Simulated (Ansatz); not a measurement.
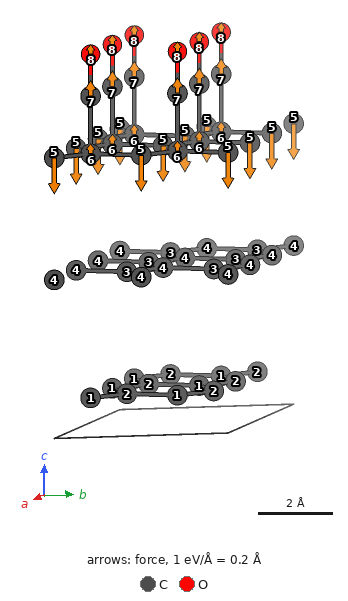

Starting geometry of a slab of composition C$_{7}$O (cut from the R-3m phase) with the computed forces as orange arrows. A ball-and-stick model of the 3 × 2 repeat of the cell, outlined in the plane, without the vacuum, seen slightly off an axis.

Case: CO put at a top C site. The slab is the (0 0 1) face of C with CO on it. 2 atoms are held fixed.

Computed with Ansatz, DFT PBE+D3(BJ), scalar-relativistic, plane waves, PAW.

Input file:
```yaml
crystal:
  lattice:
    - [2.4650495083, 0.0, 0.0]
    - [-1.2325247541, 2.1347954958, 0.0]
    - [0.0, 0.0, 26.8487123425]
  atoms:
    - { symbol: C, position: [0.6666666667, 0.3333333333, 0.3165887396] }
    - { symbol: C, position: [0.3333333333, 0.6666666667, 0.3166487054] }
    - { symbol: C, position: [0.3333333333, 0.6666666667, 0.4413079859] }
    - { symbol: C, position: [0.0, 0.0, 0.4413679518] }
    - { symbol: C, position: [0.0, 0.0, 0.5660272323] }
    - { symbol: C, position: [0.6666666667, 0.3333333333, 0.5660871981] }
    - { symbol: C, position: [0.6666666667, 0.3333333333, 0.6249354579] }
    - { symbol: O, position: [0.6666666667, 0.3333333333, 0.6677680521] }
basis:
  ecutwfc: 420
kpoints:
  mp_grid: { grid: [12, 12, 1] }
hamiltonian:
  xc: pbe
  dispersion: d3bj
scf:
  occupations: { method: gaussian, width: 0.05 }
output:
  forces: true
  eigenvalues: true
  write_density: true
  write_potential: true
  elf: true
  volumetric_format: npy
relax:
  adjacent_minimum: "off"
  f_tol: 0.03
  max_steps: 70
  constraints: [{ sites: [0, 1] }]
efield:
  axis: 3
  dipole_correction: true
  ramp_width: 0.04
```

Launched with:
```bash
ansatz run input.yaml --threads 1 --pin off --max-ram 2560MiB --backend cpu --events-out ev --progress --plain --runs-dir out
```

Is this structure relaxed? If not, where do the atoms go?

It isn't relaxed: the largest force vector, on C5, is 5.04 eV/Å. The final displacements follow the starting forces only in part (cosine between the two patterns 0.43). The largest moves, 1.88 Å, are those of C7 and O8. C7 goes along the normal (+c). By element the largest moves are C 1.88 Å, O 1.87 Å. The lattice vectors keep their values. Near-neighbour distances that change, for instance: C6–C7 1.580 → 3.417 Å, C5–C7 2.128 → 3.702 Å, C7–O8 1.150 → 1.134 Å. Bonds break: C6–C7 (1.58 → 3.42 Å). After 13 accepted moves (14 points after the start) the energy has fallen by 2.765 eV per cell of the calculation. The largest force component goes from 5 to 0.012 eV/Å. 1 step only repeated the SCF at the same geometry. Cost: 95 s on 1 thread of Intel(R) Xeon(R) Platinum 8488C (Sapphire Rapids), on a shared host, peak memory 0.41 GiB.

Limits of the set-up: the periodic images lie only 2.5 Å apart, so the values are limited by the cell's size.
